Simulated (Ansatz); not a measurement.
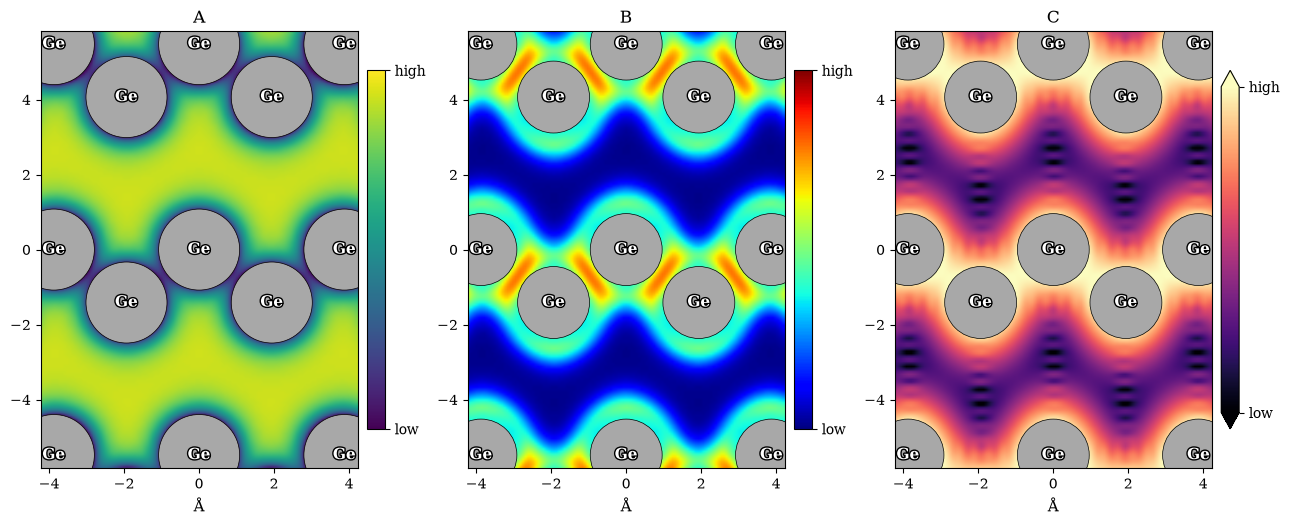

Ge: 3 fields on the (010) plane of the conventional cell, with unlabelled colour scales. Grey discs cover the atomic cores.

Space group Imma; changed on purpose from its base cell (band edges of the strained film's bulk); computed pressure about 4 GPa in this cell.

All numbers below come from DFT r2SCAN, scalar-relativistic, plane waves, PAW (Ansatz).

Match the panels to the quantities (electron localisation function, electrostatic potential energy of an electron and valence pseudo-density).

Answer. Panel A: electrostatic potential energy of an electron (low next to the atoms, rising into the space between them). Panel B: electron localisation function. Panel C: valence pseudo-density. From the grid: Ge–Ge (2.40 Å): ρ is about 0.56 e/Å³ halfway; the ELF peaks at about 0.80 between the atoms (a covalent bond).
